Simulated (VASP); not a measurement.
Band-structure run of TiO2 (part 2 of 2)

The same run, continued: TiO2 (6 atoms in the cell); Kohn-Sham DFT of a periodic cell, MS2, VASP PAW PBE potentials, recommended, no spin polarisation (VASP 6.6.1); cutoff 520 eV, 6×6×9 k-mesh, fermi-dirac of 0.05 eV. The structure derives from a Materials Project entry.

Geometry of the input (Å; fractional positions):
```
4.5998  0.0000  0.0000
0.0000  4.5998  0.0000
0.0000  0.0000  2.9592
Ti 0.0000  0.0000  0.5000
Ti 0.5000  0.5000  0.0000
O  0.3043  0.3043  0.5000
O  0.1957  0.8043  0.0000
O  0.8043  0.1957  0.0000
O  0.6957  0.6957  0.5000
```

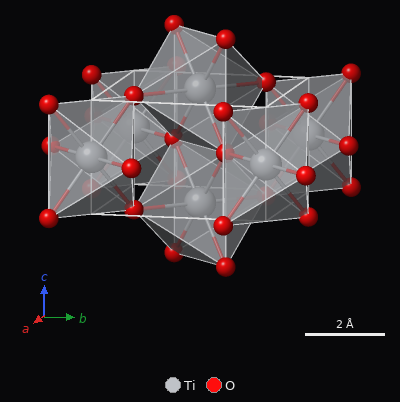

**Figure 1.** The structure (polyhedral view of the cell of the calculation, seen slightly off an axis; polyhedra are completed across the faces of the cell).

Parts of OUTCAR, continued
```
   k-points           NKPTS =     50   k-points in BZ     NKDIM =     50   number of bands    NBANDS=     33
   number of dos      NEDOS =    301   number of ions     NIONS =      6
   total plane-waves  NPLWV =  31104
   dimension x,y,z NGX =    36 NGY =   36 NGZ =   24
   dimension x,y,z NGXF=    72 NGYF=   72 NGZF=   48
   ions per type =               2   4
   NGX,Y,Z   is equivalent  to a cutoff of  13.01, 13.01, 13.48 a.u.
   NGXF,Y,Z  is equivalent  to a cutoff of  26.02, 26.02, 26.97 a.u.
 SYSTEM =  TiO2
   PREC   = accura    normal or accurate (medium, high low for compatibility)
   ISTART =      0    job   : 0-new  1-cont  2-samecut
   ICHARG =      2    charge: 1-file 2-atom 10-const
   ISPIN  =      1    spin polarized calculation?
   LNONCOLLINEAR =      F non collinear calculations
   LSORBIT =      F    spin-orbit coupling
   LASPH  =      T    aspherical Exc in radial PAW
   ENCUT  =  520.0 eV  38.22 Ry    6.18 a.u.   8.55  8.55  5.50*2*pi/ulx,y,z
   NELM   =     80;   NELMIN=  2; NELMDL= -5     # of ELM steps
   EDIFF  = 0.1E-06   stopping-criterion for ELM
   LREAL  =      F    real-space projection
   EDIFFG = 0.1E-05   stopping-criterion for IOM
   NSW    =      0    number of steps for IOM
   IBRION =     -1    ionic relax: 0-MD 1-quasi-New 2-CG
   NFREE  =      0    steps in history (QN), initial steepest desc. (CG)
   ISIF   =      2    stress and relaxation
   ISYM   =      2    0-nonsym 1-usesym 2-fastsym
   POTIM  = 0.5000    time-step for ionic-motion
   TEBEG  =    0.0;   TEEND  =   0.0 temperature during run
   PSTRESS=    0.0 pullay stress
   NELECT =      48.0000    total number of electrons
   NUPDOWN=      -1.0000    fix difference up-down
   EMIN   =  10.00;   EMAX   =-10.00  energy-range for DOS
   EFERMI =   0.00;   METHOD = LEGACY
   ISMEAR =    -1;   SIGMA  =   0.05  broadening in eV -4-tet -1-fermi 0-gaus
   EFERMI_NEDOS =   21; number of points for ismear=-14 and -15
   IALGO  =     38    algorithm
   IMIX   =      4    mixing-type and parameters
     AMIX     =   0.40;   BMIX     =  1.00
     AMIX_MAG =   1.60;   BMIX_MAG =  1.00
  volume/ion in A,a.u.               =      10.44        70.42
  Fermi-wavevector in a.u.,A,eV,Ry     =   1.498309  2.831394 30.544140  2.244931
  Thomas-Fermi vector in A             =   2.610085
   LORBIT       =      0    0 simple, 1 ext, 2 COOP (PROOUT), +10 PAW based schemes
   METAGGA = MS2    functional components
   LHFCALC =     F    Hartree Fock is set to
   AEXX    =    0.0000 exact exchange contribution
   IVDW    =     0    specifies the selected vdW correction
   LEPSILON=     F    determine dielectric tensor
   LRPA    =     F    only Hartree local field effects (RPA)
 non-spin polarized calculation
  energy-cutoff  :      520.00
  volume of cell :       62.61
 maximum number of plane-waves:      1720
 NGX is ok and might be reduce to    36
   NGX = 17   NGY = 17   NGZ = 11

 number of electron      48.0000020 magnetization

 Free energy of the ion-electron system (eV)
  ---------------------------------------------------
  ext. energy  EPLUGINS =         0.00000000
  ---------------------------------------------------
  free energy    TOTEN  =       -72.84190927 eV

  energy without entropy =      -72.84190927  energy(sigma->0) =      -72.84190927

 E-fermi :   5.8099     XC(G=0): -12.0418     alpha+bet :-13.7570

 val. band max:        4.6872438449   @ k =   0.0000   0.0000   0.0000
 cond. band min:       6.8925315485   @ k =   0.0000   0.0000   0.0000
 fundamental gap:      2.2052877036
 Fermi energy:         5.8098612747

 k-point     1 :       0.0000    0.0000    0.0000
  band No.  band energies     occupation
      1     -54.7868      2.00000
      2     -54.7708      2.00000
      3     -29.6671      2.00000
      4     -29.6671      2.00000
      5     -29.4981      2.00000
      6     -29.4981      2.00000
      7     -29.4805      2.00000
      8     -29.4481      2.00000
      9     -14.7950      2.00000
     10     -13.6989      2.00000
     11     -12.9881      2.00000
     12     -12.9881      2.00000
     13      -1.2009      2.00000
     14      -0.7586      2.00000
     15      -0.2859      2.00000
     16       0.7756      2.00000
     17       0.7756      2.00000
     18       2.0231      2.00000
     19       2.0231      2.00000
     20       2.5832      2.00000
     21       3.8929      2.00000
     22       4.1824      2.00000
     23       4.1824      2.00000
     24       4.6872      2.00000
     25       6.8925      0.00000
     26       7.1651      0.00000
     27       7.4445      0.00000
     28       7.5437      0.00000
     29       7.5437      0.00000
     30       9.2803      0.00000
     31       9.6539      0.00000
     32      11.5218      0.00000
     33      11.5218      0.00000

 k-point     2 :       0.1667    0.0000    0.0000
  band No.  band energies     occupation
      1     -54.7858      2.00000
      2     -54.7719      2.00000
      3     -29.6576      2.00000
      4     -29.6568      2.00000
      5     -29.5095      2.00000
      6     -29.5086      2.00000
      7     -29.4783      2.00000
      8     -29.4503      2.00000
      9     -14.7012      2.00000
     10     -13.7010      2.00000
     11     -13.0781      2.00000
     12     -13.0241      2.00000
     13      -1.0217      2.00000
     14      -0.6476      2.00000
     15      -0.1077      2.00000
     16       0.7859      2.00000
     17       0.7937      2.00000
     18       1.8573      2.00000
     19       1.9796      2.00000
     20       2.6045      2.00000
     21       3.6949      2.00000
     22       3.7223      2.00000
     23       3.9683      2.00000
     24       4.5787      2.00000
     25       7.0379      0.00000
     26       7.3619      0.00000
     27       7.6398      0.00000
     28       7.6537      0.00000
     29       7.6952      0.00000
     30       9.4577      0.00000
     31       9.5375      0.00000
     32      11.4208      0.00000
     33      11.4423      0.00000

 k-point     3 :       0.3333    0.0000    0.0000
  band No.  band energies     occupation
      1     -54.7828      2.00000
      2     -54.7748      2.00000
      3     -29.6319      2.00000
      4     -29.6297      2.00000
      5     -29.5387      2.00000
      6     -29.5363      2.00000
      7     -29.4724      2.00000
      8     -29.4562      2.00000
      9     -14.4416      2.00000
     10     -13.7901      2.00000
     11     -13.2241      2.00000
     12     -13.1151      2.00000
     13      -0.6264      2.00000
     14      -0.4023      2.00000
     15       0.4679      2.00000
     16       0.8111      2.00000
     17       0.8252      2.00000
     18       1.5355      2.00000
     19       1.7630      2.00000
     20       2.6250      2.00000
     21       2.7095      2.00000
     22       3.3411      2.00000
     23       3.7549      2.00000
     24       4.2650      2.00000
     25       7.3268      0.00000
     26       7.5829      0.00000
     27       7.9026      0.00000
     28       7.9747      0.00000
     29       8.0833      0.00000
     30       9.1158      0.00000
     31      10.1331      0.00000
     32      11.2170      0.00000
     33      11.2589      0.00000

 k-point     4 :       0.5000    0.0000    0.0000
  band No.  band energies     occupation
      1     -54.7788      2.00000
      2     -54.7788      2.00000
      3     -29.6076      2.00000
      4     -29.6076      2.00000
      5     -29.5617      2.00000
      6     -29.5617      2.00000
      7     -29.4643      2.00000
      8     -29.4643      2.00000
      9     -14.0878      2.00000
     10     -14.0878      2.00000
     11     -13.2140      2.00000
     12     -13.2140      2.00000
     13      -0.3312      2.00000
     14      -0.3312      2.00000
     15       0.8321      2.00000
     16       0.8321      2.00000
     17       1.3917      2.00000
     18       1.3917      2.00000
     19       1.5222      2.00000
     20       1.5222      2.00000
     21       2.9608      2.00000
     22       2.9608      2.00000
     23       3.9088      2.00000
     24       3.9088      2.00000
     25       7.5521      0.00000
     26       7.5521      0.00000
     27       8.0748      0.00000
     28       8.0748      0.00000
     29       8.6096      0.00000
     30       8.6096      0.00000
     31      11.0208      0.00000
     32      11.0208      0.00000
     33      11.1330      0.00000

 k-point     5 :       0.1667    0.1667    0.0000
  band No.  band energies     occupation
      1     -54.7848      2.00000
      2     -54.7728      2.00000
      3     -29.6700      2.00000
      4     -29.6284      2.00000
      5     -29.5394      2.00000
      6     -29.4963      2.00000
      7     -29.4764      2.00000
      8     -29.4521      2.00000
      9     -14.6229      2.00000
     10     -13.7165      2.00000
     11     -13.1690      2.00000
     12     -13.0176      2.00000
     13      -1.0191      2.00000
     14      -0.4382      2.00000
     15       0.0500      2.00000
     16       0.7580      2.00000
     17       0.8283      2.00000
     18       1.6283      2.00000
     19       2.0910      2.00000
     20       2.6386      2.00000
     21       3.3431      2.00000
     22       3.6251      2.00000
     23       3.8576      2.00000
     24       4.4910      2.00000
     25       6.9613      0.00000
     26       7.5275      0.00000
     27       7.5488      0.00000
     28       7.8235      0.00000
     29       7.9400      0.00000
     30       9.4045      0.00000
     31       9.6448      0.00000
     32      11.2382      0.00000
     33      11.5189      0.00000

 [... the levels of 18 k-points are left out ...]

 k-point    24 :       0.5000    0.0000    0.2222
  band No.  band energies     occupation
      1     -54.7637      2.00000
      2     -54.7637      2.00000
      3     -29.6693      2.00000
      4     -29.6693      2.00000
      5     -29.5598      2.00000
      6     -29.5598      2.00000
      7     -29.5300      2.00000
      8     -29.5300      2.00000
      9     -13.7939      2.00000
     10     -13.7939      2.00000
     11     -13.3369      2.00000
     12     -13.3369      2.00000
     13       0.1503      2.00000
     14       0.1503      2.00000
     15       0.4194      2.00000
     16       0.4194      2.00000
     17       1.0653      2.00000
     18       1.0653      2.00000
     19       1.8680      2.00000
     20       1.8680      2.00000
     21       2.5731      2.00000
     22       2.5731      2.00000
     23       3.8684      2.00000
     24       3.8684      2.00000
     25       7.6603      0.00000
     26       7.6603      0.00000
     27       8.1951      0.00000
     28       8.1951      0.00000
     29       8.6678      0.00000
     30       8.6678      0.00000
     31      10.1062      0.00000
     32      10.1062      0.00000
     33      11.4805      0.00000

 [... further k-points ...]

------------------------ aborting loop because EDIFF is reached ----------------------------------------

  FORCE on cell =-STRESS in cart. coord.  units (eV):
  Direction    XX          YY          ZZ          XY          YZ          ZX
  --------------------------------------------------------------------------------------
  -------------------------------------------------------------------------------------
  Total        0.3605988      0.3605988      0.5235581      0.0000000      0.0000000      0.0000000
  in kB        9.2272773      9.2272773     13.3972055      0.0000000      0.0000000      0.0000000
  external PRESSURE =      10.6172534 kB  Pullay stress =       0.0000000 kB

 VOLUME and BASIS-vectors are now :
 -----------------------------------------------------------------------------
  energy-cutoff  :      520.00
  volume of cell :       62.61
      direct lattice vectors                 reciprocal lattice vectors
     4.599837324  0.000000000  0.000000000     0.217398993  0.000000000  0.000000000
     0.000000000  4.599837324  0.000000000     0.000000000  0.217398993  0.000000000
     0.000000000  0.000000000  2.959213560     0.000000000  0.000000000  0.337927622

 POSITION                                       TOTAL-FORCE (eV/Angst)
 -----------------------------------------------------------------------------------
      0.00000      0.00000      1.47961         0.000000      0.000000     -0.000000
      2.29992      2.29992      0.00000         0.000000      0.000000     -0.000000
      1.39983      1.39983      1.47961        -0.013820     -0.013820     -0.000000
      0.90009      3.69975      0.00000         0.013820     -0.013820     -0.000000
      3.69975      0.90009      0.00000        -0.013820      0.013820      0.000000
      3.20001      3.20001      1.47961         0.013820      0.013820      0.000000
 -----------------------------------------------------------------------------------
    total drift:                                0.000000      0.000000      0.000000

  FREE ENERGIE OF THE ION-ELECTRON SYSTEM (eV)
  ---------------------------------------------------
  free  energy   TOTEN  =       -72.8419092665 eV

  energy  without entropy=      -72.8419092664  energy(sigma->0) =      -72.84190927
```

CONTCAR
```
TiO2
   1.00000000000000
     4.5998373239000001    0.0000000000000000    0.0000000000000000
     0.0000000000000000    4.5998373239000001    0.0000000000000000
     0.0000000000000000    0.0000000000000000    2.9592135599999998
  Ti              O
     2     4
Direct
     0.0000000000000000    0.0000000000000000    0.5000000000000000
     0.5000000000000000    0.5000000000000000    0.0000000000000000
     0.3043213199999997    0.3043213199999997    0.5000000000000000
     0.1956786800000003    0.8043213199999997    0.0000000000000000
     0.8043213199999997    0.1956786800000003    0.0000000000000000
     0.6956786800000003    0.6956786800000003    0.5000000000000000

  0.00000000E+00  0.00000000E+00  0.00000000E+00
  0.00000000E+00  0.00000000E+00  0.00000000E+00
  0.00000000E+00  0.00000000E+00  0.00000000E+00
  0.00000000E+00  0.00000000E+00  0.00000000E+00
  0.00000000E+00  0.00000000E+00  0.00000000E+00
  0.00000000E+00  0.00000000E+00  0.00000000E+00
```
